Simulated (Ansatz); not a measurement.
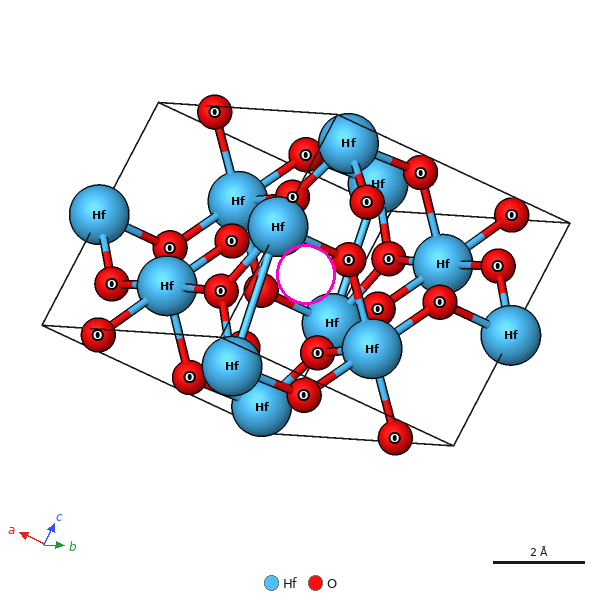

Ball-and-stick representation of a periodic structure, projected from a general direction. The supercell is outlined; an atom on or near a face, edge or corner is repeated at each equivalent position. The host is HfO2, in a cell of 24 sites, and the cell carries a charge of -2. A ring marks the defect's site.

Where does the cell differ from the host, and how?

Answer. A hafnium vacancy. Around the empty site lie six O at about 2.1 to 2.3 Å.

The atoms were relaxed in the host's cell with DFT PBEsol, scalar-relativistic, plane waves, PAW in Ansatz.
